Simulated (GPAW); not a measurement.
## Conductance along a series: a Bi chain with one atom pushed aside at constant bond length

How does transport respond as one structural variable is stepped? The junctions: a Bi chain with one atom pushed aside at constant bond length.

Method: GPAW LCAO, PAW setups; Landauer transmission from Green's functions with principal layers (ASE), zero bias, in GPAW 26.7.0.

### Step 1. The structure

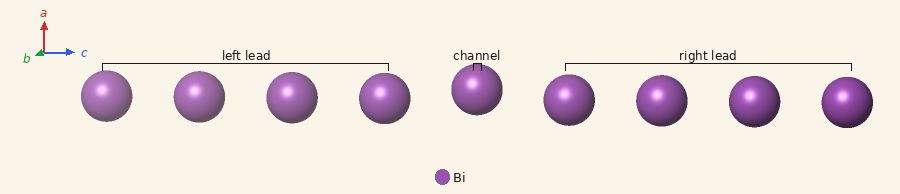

Start, viewed from the side, with the c axis across the page; bismuth purple.

The cell holds 9 atoms: 9 Bi. Cell: a = 9.000 Å, b = 9.000 Å, c = 26.069 Å, α = 90.0°, β = 90.0°, γ = 90.0°. Regions: left lead, 4 atoms (4 Bi); channel, 1 atom (1 Bi); right lead, 4 atoms (4 Bi). Vacuum lies along a and b. The structure is stacked along c, and the current runs across the ab planes.

### Step 2. Member of the series, offset 0.3 Å

The structure changes from member to member while basis and functional stay, so that the trend is less open to errors of the level than any single value.

The input, run.py:

```python
import json
import numpy as np
from ase import Atoms
from ase.transport.calculators import TransportCalculator
from gpaw import GPAW, FermiDirac
from gpaw.lcao.tools import get_lcao_hamiltonian
from scipy.linalg import eigh

# The junction with lead layers at both ends, along the third cell vector
device = Atoms(
    ['Bi', 'Bi', 'Bi', 'Bi', 'Bi', 'Bi', 'Bi', 'Bi', 'Bi'],
    positions=[
        [4.50000, 4.50000, 1.45000],
        [4.50000, 4.50000, 4.35000],
        [4.50000, 4.50000, 7.25000],
        [4.50000, 4.50000, 10.15000],
        [4.80000, 4.50000, 13.03444],
        [4.50000, 4.50000, 15.91888],
        [4.50000, 4.50000, 18.81888],
        [4.50000, 4.50000, 21.71888],
        [4.50000, 4.50000, 24.61888]],
    cell=[[9.0, 0.0, 0.0], [0.0, 9.0, 0.0], [0.0, 0.0, 26.06888]],
    pbc=True)

# One principal layer of the lead: the first 2 atoms of the device
lead = Atoms(
    ['Bi', 'Bi'],
    positions=[
        [4.50000, 4.50000, 1.45000],
        [4.50000, 4.50000, 4.35000]],
    cell=[[9.0, 0.0, 0.0], [0.0, 9.0, 0.0], [0.0, 0.0, 5.8]],
    pbc=True)

settings = dict(mode='lcao', basis='dzp', xc='RPBE', h=0.2,
                occupations=FermiDirac(0.1), maxiter=250,
                mixer=dict(beta=0.1, nmaxold=8, weight=100.0),
                convergence=dict(density=0.0001))
energies = np.arange(-2, 2 + 1e-9, 0.05)
eta = 0.0001
n1, n2 = 1, 1
# k and -k transmit alike, so half of the mesh across the current serves
mesh = [(i, j) for i in range(n1) for j in range(n2) if (i, j) <= (-i % n1, -j % n2)]
weights = np.array([1 if (i, j) == (-i % n1, -j % n2) else 2 for i, j in mesh]) / (n1 * n2)

# [... helper functions left out ...]
fermi_lead = ground_state(lead, (1, 1, 19), 'lead.txt')
fermi_device = ground_state(device, (1, 1, 3), 'device.txt')
# [... loop over the mesh left out, but for ...]
        # Shift the lead onto the potential of the device's first layer
        shift = ((H[:, 0, 0] - H0[:, 0, 0]) / S0[0, 0]).real.mean()
# [...]
kT = 8.617333e-5 * 77
bias = [0.1, 0.2, 0.5, 1.0, 1.5, 2.0]
# [... integrals and printing left out ...]
```

Command:

```console
OMP_NUM_THREADS=1 OPENBLAS_NUM_THREADS=1 python run.py
```

The log of the run:

```text
basis functions: device 207, principal layer 46
Fermi level: lead -2.7442 eV, device -2.7292 eV; lead shifted by -0.0296 eV
largest coupling past the next layer 5.82e-06 eV, largest misfit of the first layer 0.013 eV
  E-E_F (eV)   T (one spin)  [channel counts left out]
    -2.000    9.9824e-01
    -1.950    9.9810e-01
    -1.900    9.9793e-01
    -1.850    9.9769e-01
    -1.800    9.9736e-01
    -1.750    9.9690e-01
    -1.700    9.9621e-01
    -1.650    9.9510e-01
    -1.600    9.9312e-01
    -1.550    9.8884e-01
    -1.500    9.7446e-01
    -1.450    2.2294e+00
    -1.400    2.7834e+00
    -1.350    2.8827e+00
    -1.300    2.9246e+00
    -1.250    2.9462e+00
[...]
1.650    2.9056e+00
     1.700    2.8342e+00
     1.750    8.8695e-01
     1.800    9.8955e-01
     1.850    9.9425e-01
     1.900    9.9592e-01
     1.950    9.9677e-01
     2.000    9.9728e-01
conductance at 77 K: 2.9972 G0 a cell; thermopower -0.0004398 uV/K
current from the zero-bias T(E) at 0.1 V: 23.222 uA
current from the zero-bias T(E) at 0.2 V: 46.444 uA
current from the zero-bias T(E) at 0.5 V: 116.11 uA
current from the zero-bias T(E) at 1.0 V: 232.19 uA
current from the zero-bias T(E) at 1.5 V: 348.21 uA
current from the zero-bias T(E) at 2.0 V: 464.07 uA
```

Wall time 21 s (1 thread of Arm Neoverse V2, shared host); peak memory 0.89 GiB.

This step gave:

| Property | Result |
| --- | --- |
| conductance | 2.997 G₀ |
| largest coupling past the next principal layer | 5.82e-6 eV |
| largest misfit of the first principal layer | 0.01327 eV |
| shift that aligns the lead | -0.02962 eV |
| basis functions of the junction | 207 |
| basis functions of a principal layer | 46 |
| transmission at the Fermi level (one spin) | 2.997 |

One spin. The transmission, zone mean by energy, zero at the Fermi level:

| energy (eV) | transmission, zone mean |
| --- | --- |
| -2.0000 | 0.998 |
| -1.7500 | 0.997 |
| -1.5000 | 0.974 |
| -1.2500 | 2.95 |
| -1.0000 | 2.98 |
| -0.7500 | 2.99 |
| -0.5000 | 3.00 |
| -0.2500 | 3.00 |
| 0.0000 | 3.00 |
| 0.0500 | 3.00 |
| 0.2500 | 3.00 |
| 0.5000 | 3.00 |
| 0.7500 | 3.00 |
| 1.0000 | 2.99 |
| 1.2500 | 2.98 |
| 1.5000 | 2.96 |
| 1.7500 | 0.887 |
| 2.0000 | 0.997 |

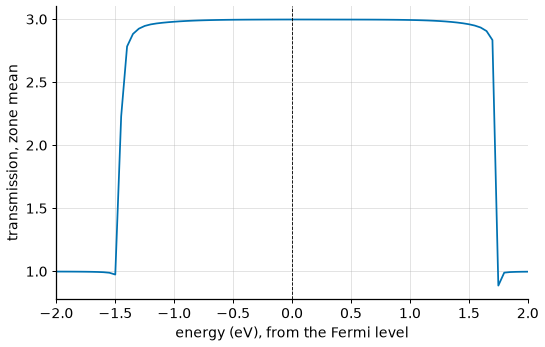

Transmission, zone mean, plotted against energy.

Not self-consistent under bias; the bias window is split evenly. The current through one cell, from the zero-bias transmission by bias:

| bias (V) | current through one cell, from the zero-bias transmission (μA) |
| --- | --- |
| 0.100 | 23.2 |
| 0.200 | 46.4 |
| 0.500 | 116 |
| 1.000 | 232 |
| 1.500 | 348 |
| 2.000 | 464 |

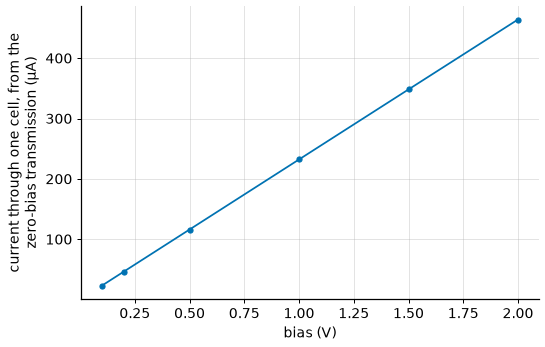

Current through one cell, from the zero-bias transmission against bias.

Table of transmission of the three most open eigenchannels by energy, zero at the Fermi level:

| energy (eV) | channel 1 | channel 2 | channel 3 |
| --- | --- | --- | --- |
| -2.000 | 0.998 | 2.4e-11 | 0 |
| -1.800 | 0.997 | 2.4e-11 | 0 |
| -1.600 | 0.993 | 2.3e-11 | 1.1e-11 |
| -1.400 | 0.995 | 0.950 | 0.839 |
| -1.200 | 0.997 | 0.993 | 0.968 |
| -1.000 | 0.998 | 0.997 | 0.984 |
| -0.800 | 0.998 | 0.998 | 0.993 |
| -0.600 | 0.999 | 0.999 | 0.997 |
| -0.400 | 0.999 | 0.999 | 0.998 |
| -0.200 | 0.999 | 0.999 | 0.999 |
| 0.000 | 1.000 | 0.999 | 0.999 |
| 0.200 | 1.000 | 0.999 | 0.999 |
| 0.400 | 1.000 | 0.999 | 0.998 |
| 0.600 | 1.000 | 0.999 | 0.998 |
| 0.800 | 0.999 | 0.999 | 0.997 |
| 1.000 | 0.999 | 0.999 | 0.995 |
| 1.200 | 0.999 | 0.999 | 0.990 |
| 1.400 | 0.998 | 0.998 | 0.977 |
| 1.600 | 0.998 | 0.993 | 0.943 |
| 1.800 | 0.990 | 3.9e-8 | 2.5e-8 |
| 2.000 | 0.997 | 2.3e-11 | 2.0e-11 |

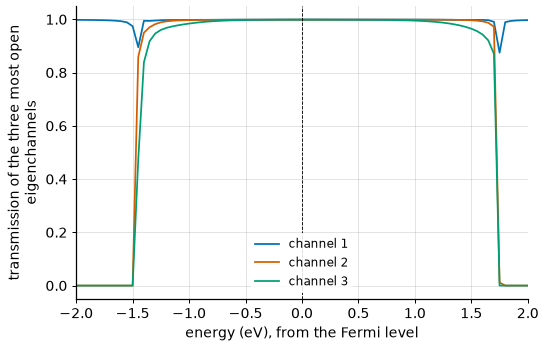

Transmission of the three most open eigenchannels, plotted against energy.

Couplings past the next layer reach 5.8e-6 eV, small enough to drop; the matrix elements of the cell's first layer differ from the bulk lead's by up to 0.013 eV. That layer keeps its own values in the calculation, and only beyond it is the lead taken as perfect. The Fermi levels of lead and junction count from different zeros of potential, one for each periodic cell; with both set to zero, the small remaining shift is what aligns them. Without spin-orbit coupling, which is large for these atoms, channel counts and T are those of the scalar-relativistic bands. By hand: G = 2.997 × 77.48 μS = 232 μS, a resistance of 4.31 kΩ; at 0.1 V a linear junction would pass 23.2 μA, and the integral over the bias window gives 23.2 μA.

### Step 3. Member of the series: offset = 0.6

The cell differs from the one that the last finished run ended in (c 26.069 → 25.975 Å).

run.py, as its differences from that of step 2:

```diff
@@ -16,8 +16,8 @@
         [4.50000, 4.50000, 10.15000],
-        [4.80000, 4.50000, 13.03444],
-        [4.50000, 4.50000, 15.91888],
-        [4.50000, 4.50000, 18.81888],
-        [4.50000, 4.50000, 21.71888],
-        [4.50000, 4.50000, 24.61888]],
-    cell=[[9.0, 0.0, 0.0], [0.0, 9.0, 0.0], [0.0, 0.0, 26.06888]],
+        [5.10000, 4.50000, 12.98725],
+        [4.50000, 4.50000, 15.82450],
+        [4.50000, 4.50000, 18.72450],
+        [4.50000, 4.50000, 21.62450],
+        [4.50000, 4.50000, 24.52450]],
+    cell=[[9.0, 0.0, 0.0], [0.0, 9.0, 0.0], [0.0, 0.0, 25.9745]],
     pbc=True)
```

The log of the run:

```text
basis functions: device 207, principal layer 46
Fermi level: lead -2.7442 eV, device -2.7182 eV; lead shifted by -0.0207 eV
largest coupling past the next layer 5.82e-06 eV, largest misfit of the first layer 0.009 eV
  E-E_F (eV)   T (one spin)  [channel counts left out]
    -2.000    9.7881e-01
    -1.950    9.7680e-01
    -1.900    9.7432e-01
    -1.850    9.7119e-01
    -1.800    9.6717e-01
    -1.750    9.6186e-01
    -1.700    9.5458e-01
    -1.650    9.4409e-01
    -1.600    9.2785e-01
    -1.550    8.9966e-01
    -1.500    8.3861e-01
    -1.450    1.7181e+00
    -1.400    2.3965e+00
    -1.350    2.5917e+00
    -1.300    2.6998e+00
    -1.250    2.7672e+00
[...]
1.650    2.5552e+00
     1.700    2.3944e+00
     1.750    2.0293e+00
     1.800    9.6403e-01
     1.850    9.7407e-01
     1.900    9.7879e-01
     1.950    9.8161e-01
     2.000    9.8351e-01
conductance at 77 K: 2.993 G0 a cell; thermopower -0.003976 uV/K
current from the zero-bias T(E) at 0.1 V: 23.19 uA
current from the zero-bias T(E) at 0.2 V: 46.378 uA
current from the zero-bias T(E) at 0.5 V: 115.92 uA
current from the zero-bias T(E) at 1.0 V: 231.64 uA
current from the zero-bias T(E) at 1.5 V: 346.88 uA
current from the zero-bias T(E) at 2.0 V: 461.12 uA
```

Run time: 22 s. Hardware: 1 thread; peak memory 0.86 GiB.

This step gave:

- conductance: 2.993 G₀
- largest misfit of the first principal layer: 0.009158 eV
- shift that aligns the lead: -0.02069 eV
- transmission at the Fermi level (one spin): 2.993

One spin. Transmission, zone mean against energy, zero at the Fermi level:

| energy (eV) | transmission, zone mean |
| --- | --- |
| -2.0000 | 0.979 |
| -1.7500 | 0.962 |
| -1.5000 | 0.839 |
| -1.2500 | 2.77 |
| -1.0000 | 2.90 |
| -0.7500 | 2.95 |
| -0.5000 | 2.98 |
| -0.2500 | 2.99 |
| 0.0000 | 2.99 |
| 0.1000 | 2.99 |
| 0.2500 | 2.99 |
| 0.5000 | 2.99 |
| 0.7500 | 2.98 |
| 1.0000 | 2.95 |
| 1.2500 | 2.90 |
| 1.5000 | 2.77 |
| 1.7500 | 2.03 |
| 2.0000 | 0.984 |

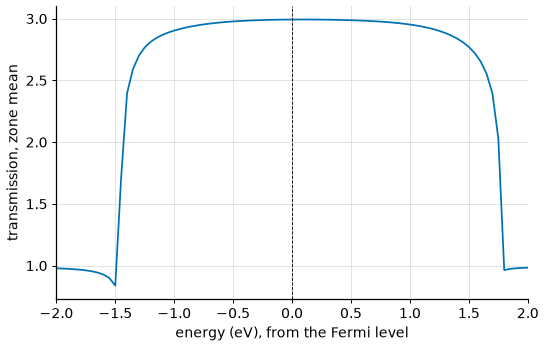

Transmission, zone mean, plotted against energy.

Not self-consistent under bias; the bias window is split evenly. Current through one cell, from the zero-bias transmission against bias:

| bias (V) | current through one cell, from the zero-bias transmission (μA) |
| --- | --- |
| 0.100 | 23.2 |
| 0.200 | 46.4 |
| 0.500 | 116 |
| 1.000 | 232 |
| 1.500 | 347 |
| 2.000 | 461 |

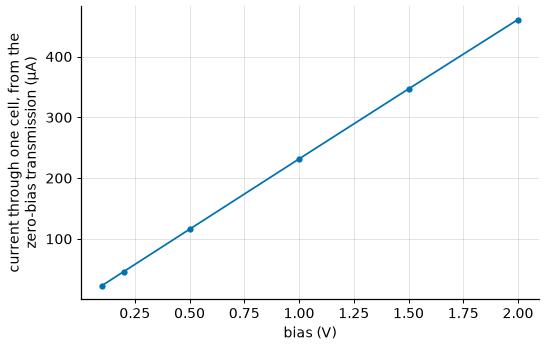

Current through one cell, from the zero-bias transmission, plotted against bias.

The transmission of the three most open eigenchannels by energy, zero at the Fermi level:

| energy (eV) | channel 1 | channel 2 | channel 3 |
| --- | --- | --- | --- |
| -2.000 | 0.979 | 8.6e-12 | 0 |
| -1.500 | 0.839 | 4.8e-9 | 3.7e-9 |
| -1.000 | 0.998 | 0.998 | 0.908 |
| -0.500 | 0.999 | 0.999 | 0.980 |
| 0.000 | 0.999 | 0.998 | 0.996 |
| 0.500 | 0.999 | 0.999 | 0.989 |
| 1.000 | 0.999 | 0.999 | 0.954 |
| 1.500 | 0.998 | 0.997 | 0.776 |
| 2.000 | 0.984 | 2.5e-11 | 1.8e-11 |

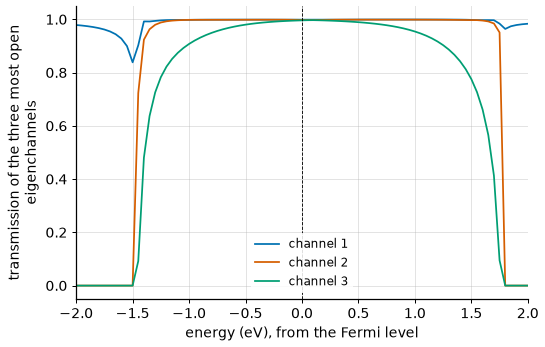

Transmission of the three most open eigenchannels, plotted against energy.

The conductance equals that of the member before to 0.2 %.

### Step 4. Junction: offset = 0.9

The cell differs from the one that the last finished run ended in (c 25.975 → 25.814 Å).

run.py, as its differences from that of step 3:

```diff
@@ -16,8 +16,8 @@
         [4.50000, 4.50000, 10.15000],
-        [5.10000, 4.50000, 12.98725],
-        [4.50000, 4.50000, 15.82450],
-        [4.50000, 4.50000, 18.72450],
-        [4.50000, 4.50000, 21.62450],
-        [4.50000, 4.50000, 24.52450]],
-    cell=[[9.0, 0.0, 0.0], [0.0, 9.0, 0.0], [0.0, 0.0, 25.9745]],
+        [5.40000, 4.50000, 12.90681],
+        [4.50000, 4.50000, 15.66362],
+        [4.50000, 4.50000, 18.56362],
+        [4.50000, 4.50000, 21.46362],
+        [4.50000, 4.50000, 24.36362]],
+    cell=[[9.0, 0.0, 0.0], [0.0, 9.0, 0.0], [0.0, 0.0, 25.81362]],
     pbc=True)
```

The log of the run:

```text
basis functions: device 207, principal layer 46
Fermi level: lead -2.7442 eV, device -2.7125 eV; lead shifted by 0.0026 eV
largest coupling past the next layer 5.82e-06 eV, largest misfit of the first layer 0.017 eV
  E-E_F (eV)   T (one spin)  [channel counts left out]
    -2.000    9.0648e-01
    -1.950    9.0081e-01
    -1.900    8.9428e-01
[...]
1.950    9.7855e-01
     2.000    9.7805e-01
conductance at 77 K: 2.9598 G0 a cell; thermopower -0.01532 uV/K
current from the zero-bias T(E) at 0.1 V: 22.931 uA
current from the zero-bias T(E) at 0.2 V: 45.856 uA
current from the zero-bias T(E) at 0.5 V: 114.54 uA
current from the zero-bias T(E) at 1.0 V: 228.32 uA
current from the zero-bias T(E) at 1.5 V: 340.44 uA
current from the zero-bias T(E) at 2.0 V: 449.64 uA
```

Wall time 22 s (1 thread); peak memory 0.87 GiB.

The conductance, 2.96 G₀, lies 1.1 % below that of the member before.

### Step 5. Member of the series: offset = 1.2

The cell differs from the one that the last finished run ended in (c 25.814 → 25.580 Å).

run.py, as its differences from that of step 4:

```diff
@@ -16,8 +16,8 @@
         [4.50000, 4.50000, 10.15000],
-        [5.40000, 4.50000, 12.90681],
-        [4.50000, 4.50000, 15.66362],
-        [4.50000, 4.50000, 18.56362],
-        [4.50000, 4.50000, 21.46362],
-        [4.50000, 4.50000, 24.36362]],
-    cell=[[9.0, 0.0, 0.0], [0.0, 9.0, 0.0], [0.0, 0.0, 25.81362]],
+        [5.70000, 4.50000, 12.79008],
+        [4.50000, 4.50000, 15.43015],
+        [4.50000, 4.50000, 18.33015],
+        [4.50000, 4.50000, 21.23015],
+        [4.50000, 4.50000, 24.13015]],
+    cell=[[9.0, 0.0, 0.0], [0.0, 9.0, 0.0], [0.0, 0.0, 25.58015]],
     pbc=True)
```

The log of the run:

```text
basis functions: device 207, principal layer 46
Fermi level: lead -2.7442 eV, device -2.6944 eV; lead shifted by 0.0116 eV
largest coupling past the next layer 5.82e-06 eV, largest misfit of the first layer 0.035 eV
  E-E_F (eV)   T (one spin)  [channel counts left out]
    -2.000    7.5481e-01
    -1.950    7.5125e-01
    -1.900    7.4802e-01
[...]
1.950    9.9448e-01
     2.000    9.9229e-01
conductance at 77 K: 2.8326 G0 a cell; thermopower 0.005364 uV/K
current from the zero-bias T(E) at 0.1 V: 21.945 uA
current from the zero-bias T(E) at 0.2 V: 43.876 uA
current from the zero-bias T(E) at 0.5 V: 109.46 uA
current from the zero-bias T(E) at 1.0 V: 217.36 uA
current from the zero-bias T(E) at 1.5 V: 322.3 uA
current from the zero-bias T(E) at 2.0 V: 423.09 uA
```

The job ended after 23 s (1 thread; peak memory 0.86 GiB).

The conductance, 2.83 G₀, lies 4.3 % below that of the member before.

### Step 6. The series together

Times are for 1 thread of Arm Neoverse V2, shared host. Results by setting:

| no. | offset (Å) | conductance (G₀) | time | memory (GiB) |
| --- | --- | --- | --- | --- |
| 1 | 0.3 | 2.997 | 21 s | 0.89 |
| 2 | 0.6 | 2.993 | 22 s | 0.86 |
| 3 | 0.9 | 2.960 | 22 s | 0.87 |
| 4 | 1.2 | 2.833 | 23 s | 0.86 |

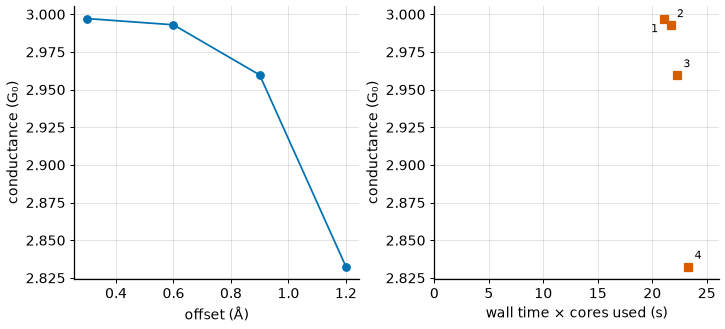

The series as plots; the last panel sets the first result against cost, with the runs numbered as in the table.

The runs together. The transmission, zone mean by energy, zero at the Fermi level:

| energy (eV) | 0.3 | 0.6 | 0.9 | 1.2 |
| --- | --- | --- | --- | --- |
| -2.000 | 0.998 | 0.979 | 0.906 | 0.755 |
| -1.500 | 0.974 | 0.839 | 0.765 | 0.788 |
| -1.000 | 2.98 | 2.90 | 2.73 | 2.55 |
| -0.500 | 3.00 | 2.98 | 2.91 | 2.76 |
| 0.000 | 3.00 | 2.99 | 2.96 | 2.83 |
| 0.100 | 3.00 | 2.99 | 2.96 | 2.83 |
| 0.500 | 3.00 | 2.99 | 2.93 | 2.75 |
| 1.000 | 2.99 | 2.95 | 2.80 | 2.52 |
| 1.500 | 2.96 | 2.77 | 2.47 | 2.22 |
| 2.000 | 0.997 | 0.984 | 0.978 | 0.992 |

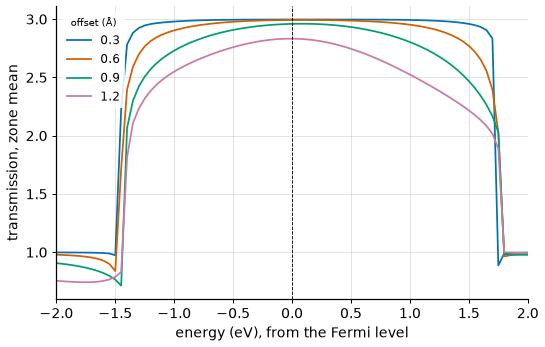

Transmission, zone mean, plotted against energy.

The runs together. The current through one cell, from the zero-bias transmission by bias:

| bias (V) | 0.3 (μA) | 0.6 (μA) | 0.9 (μA) | 1.2 (μA) |
| --- | --- | --- | --- | --- |
| 0.100 | 23.2 | 23.2 | 22.9 | 21.9 |
| 0.200 | 46.4 | 46.4 | 45.9 | 43.9 |
| 0.500 | 116 | 116 | 115 | 109 |
| 1.000 | 232 | 232 | 228 | 217 |
| 1.500 | 348 | 347 | 340 | 322 |
| 2.000 | 464 | 461 | 450 | 423 |

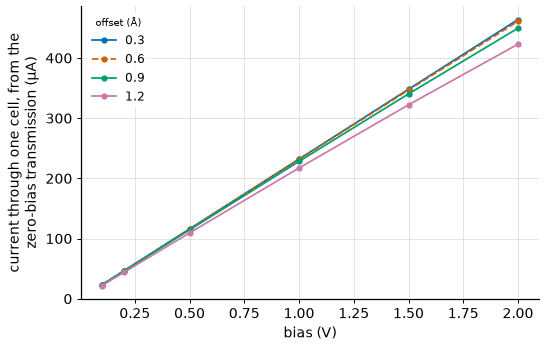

Current through one cell, from the zero-bias transmission against bias.

(Continued in part 2 of 2.)

[Logs are printed without paths, hosts, clocks, repeated set-up lines and the standing remarks that a program may print on its own settings, such as how far it seeks lower states.]

[Hosts, paths, dates, database ids (printed as entryN), source tags and the programs' standing remarks are cut or masked in the printed files.]
